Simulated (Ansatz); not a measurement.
## K: single-point calculation

The run: single-point calculation of K (2 atoms in the cell). Method and program: DFT PBE+D3(BJ), scalar-relativistic, plane waves, PAW, no spin polarisation (Ansatz 0.2.0).

The structure derives from a Materials Project entry. Figures and captions count atoms from 1; the log counts them from 0 in places.

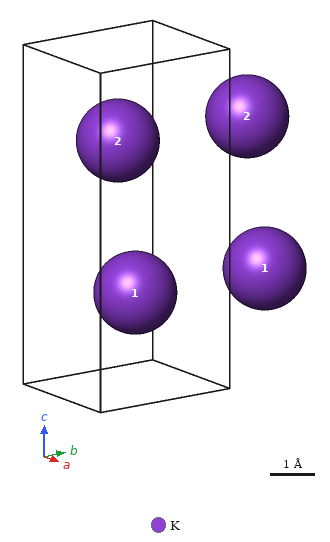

*The input geometry (spheres-only view of the cell of the calculation, repeated 1 × 2 × 1, seen slightly off an axis; atoms are numbered from 1 in the order of the input).*

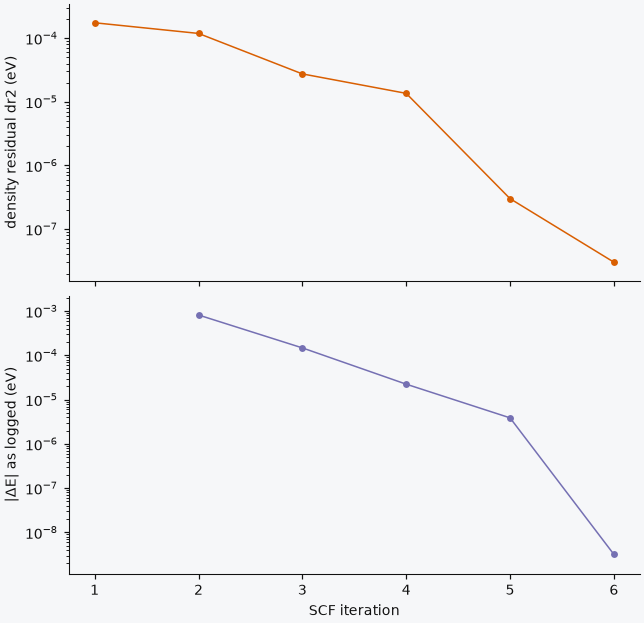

*Convergence of the self-consistent field: density residual dr2 and size of the energy change against the SCF iteration.*

The residual falls at every step.

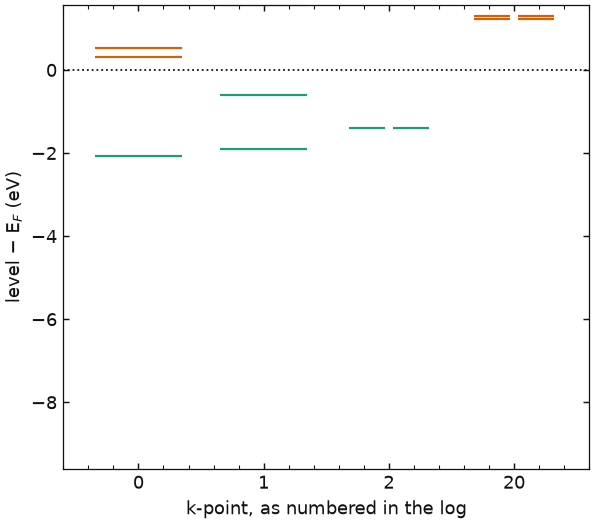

*Kohn–Sham levels near the Fermi level (dotted) at the few k-points that the log prints; levels within 0.02 eV of each other stand side by side.*

The system is metallic on the full mesh.

These pictures come from the run below.

### Input file
```yaml
crystal:
  lattice:
    - [4.7623960204, 0.0, 0.0]
    - [-2.3811980102, 4.1243559365, 0.0]
    - [0.0, 0.0, 7.82997132]
  atoms:
    - { symbol: K, position: [0.33333333, 0.66666667, 0.25] }
    - { symbol: K, position: [0.66666667, 0.33333333, 0.75] }
basis:
  ecutwfc: 420
kpoints:
  mp_grid: { grid: [6, 6, 4] }
hamiltonian:
  xc: pbe
  dispersion: d3bj
scf:
  occupations: { method: gaussian, width: 0.1 }
output:
  forces: true
  stress: true
  eigenvalues: true
```

Run as:
```bash
ansatz run input.yaml --threads 1 --pin off --max-ram 2560MiB --backend cpu --events-out ev --progress --plain --runs-dir out
```

### Output
```
Engine: ansatz 0.2.0, x86_64-unknown-linux-gnu
Pseudopotentials: kind: paw
Pseudopotential: K, paw, valence charge 9, recommended cutoff 420 eV (normal), K.paw.azcp
Functional definition: PBE
  parameter kappa = 0.804
  parameter beta = 0.06672455060314922
  exchange = pbe_x(kappa = kappa, mu = beta*pi^2/3)
  correlation = pbe_c(beta = beta)
Crystal: 2 atoms, lattice volume = 153.795 Å³
Basis set: ecut = 420 eV, 3009 PW (Γ), exchange–correlation on 64×64×108 points (8 copies of the dense FFT grid, shifted against one another)
Bands: 13, of which v1, the nominal top of the filled ones, is band 9 counted from 1 (8 counted from 0)
Symmetry: 24 space group operations
Space group: P63/mmc (ITA 194), of the structure as read, at distance tolerance 5.4e-5 Å
k-points: 21 of 144
Non-local potential: K, projectors of the file, l = 0: 3, l = 1: 2, l = 2: 2
PAW form: soft (Blöchl's): semilocal exchange-correlation on the pseudo side does not see the compensation charge
PAW one-centre angular grid: K, 110 points (default); XC on 64 Gauss nodes
Initial density: superposition of atomic densities (neutral atoms: chi_scale 0, normalization atom), corrected by the library's trained network
Initial wavefunctions: pseudopotential atomic-orbital guess
Functional: x = pbe(κ = 0.804, μ = 0.2195149727645171), c = pbe(β = 0.06672455060314922)
SCF iter   1: F=—  HF=-3075.787339 eV  |F-HF|=—  |Δ(HF+E_count)|=         —  Δρ=3.40e-4  dr2=1.75e-4  ethr=1.77e-3  ⟨swp⟩=6.3  Hψ=1804  notcnv=0
preconditioner: auto → Resta (q_TF=auto, 1.908 Å⁻¹)  ε∞=3.7  [insulator: Δε(μ)=0.233 eV  Ē_g=2.573 eV  σ=0.100 eV  W_gap=0.90  n_scr=22 (ndim 8)  ℏωp=4.2 eV  f_vac=0.000  D(μ)=0.82/eV (n_scr^D=2)  ε∞_Penn≈3.7]
SCF iter   2: F=—  HF=-3075.786520 eV  |F-HF|=—  |Δ(HF+E_count)|=   8.20e-4  Δρ=2.29e-4  dr2=1.19e-4  ethr=9.72e-7  ⟨swp⟩=2.0  Hψ=603  notcnv=0
SCF iter   3: F=—  HF=-3075.786668 eV  |F-HF|=—  |Δ(HF+E_count)|=   1.48e-4  Δρ=1.31e-4  dr2=2.75e-5  ethr=6.61e-7  ⟨swp⟩=2.0  Hψ=454  notcnv=0
SCF iter   4: F=—  HF=-3075.786690 eV  |F-HF|=—  |Δ(HF+E_count)|=   2.24e-5  Δρ=9.71e-5  dr2=1.36e-5  ethr=1.53e-7  ⟨swp⟩=1.7  Hψ=289  notcnv=0
SCF iter   5: F=—  HF=-3075.786687 eV  |F-HF|=—  |Δ(HF+E_count)|=   3.88e-6  Δρ=1.74e-5  dr2=3.01e-7  ethr=7.54e-8  ⟨swp⟩=2.0  Hψ=452  notcnv=0
SCF iter   6: F=-3075.786687 eV  HF=-3075.786687 eV  |F-HF|=2.17e-8  |Δ(HF+E_count)|=   3.18e-9  Δρ=5.17e-6  dr2=3.02e-8  ethr=5.56e-10  ⟨swp⟩=5.8  Hψ=1351  notcnv=0
SCF 1 converged in 6 iterations: F = -3075.786687 eV  dr2 = 3.02e-8
  greatest PAW one-centre occupation: 0.988 electrons in one spin orbital (limit 2), on the K atom at site 1 (counted from 0), in its partial waves of l = 0
SCF converged after 6 iterations
Free energy (F): -3075.786687 eV
Harris-Foulkes:  -3075.786687 eV  (|F-HF|=2.17e-8)
Internal energy: -3075.782605 eV  (E = F + TS)
E sigma→0 (E₀):  -3075.784646 eV
Entropy (-TS):   -0.004081 eV (-2.041 meV/atom)
Fermi energy:    1.566641 eV
--- Per-component energies (eV) ---
  E_band       = -289.227041
  E_kinetic    = 504.232248
  E_local      = -1529.144444  (includes V_loc(G=0)·N_el)
  E_nonlocal   = 25.824113
  E_hartree    = 546.792680
  E_xc         = -267.420987
  E_vxc        = -325.952640  (∫ρ·V_xc dr)
  E_paw        = -1563.676079  (= ΣΔE_a)
  E_vpaw       = -57.766131  (= ΣTr[D̂ρ^β])
  E_aug_tail   = -0.000007  (compensation charges beyond the density's cutoff)
  E_ewald      = -792.173772
  E_disp       = -0.216358  (pairwise vdW)
  E_smearing   = -0.004081  (= −TS)
  E_closure    = 0.000000  (closes the sum)
  Σ components = -3075.786687   (vs F -3075.786687, Δ=0.00e0)
--- Forces (eV/Å), atoms counted from 1 ---
  atom   1  K      0.00000000     0.00000000     0.00000000
  atom   2  K     -0.00000000    -0.00000000     0.00000000
  max |Σ_I F_I| component: 0.00e0 eV/Å
--- Stress (GPa, compression-positive) ---
       -0.269199      -0.000000       0.000000
        0.000000      -0.269199       0.000000
        0.000000       0.000000      -0.541682
  P = ⅓ Tr σ = -0.3600 GPa (-3.600 kbar)
--- Band table (eV; the first three rows and the last of 21) ---
  k-point 0: bands = ["-30.5674", "-30.5645", "-14.0771", "-14.0289", "-14.0289", "-14.0217", "-14.0213", "-14.0213", "-0.5114", "1.8818", "2.0974", "5.6279", "5.6279"]
  k-point 1: bands = ["-30.5669", "-30.5649", "-14.0691", "-14.0299", "-14.0278", "-14.0278", "-14.0224", "-14.0224", "-0.3366", "0.9687", "3.1291", "5.2461", "5.6086"]
  k-point 2: bands = ["-30.5659", "-30.5659", "-14.0496", "-14.0496", "-14.0251", "-14.0251", "-14.0251", "-14.0251", "0.1722", "0.1722", "4.2679", "4.2679", "5.6699"]
  k-point 20: bands = ["-30.5636", "-30.5636", "-14.0663", "-14.0663", "-14.0557", "-14.0557", "-14.0324", "-14.0324", "2.7865", "2.7865", "2.8763", "2.8763", "3.1908"]
```

### Key numbers

- outcome: converged
- space group (tolerance 0.01 Å): P6₃/mmc (194)
- electrons treated: 18
- free energy: −3075.7867 eV
- Fermi energy: 1.567 eV
- gap on the k-point mesh: none (metallic)
- pressure: −0.36 GPa
- largest force (length of the vector): under 0.001 eV/Å
- hardware: 1 thread of Intel Xeon @ 2.90GHz (Ice Lake), 128 GiB of memory available, shared host
- wall time: 2.1 s
- peak memory: 0.43 GiB
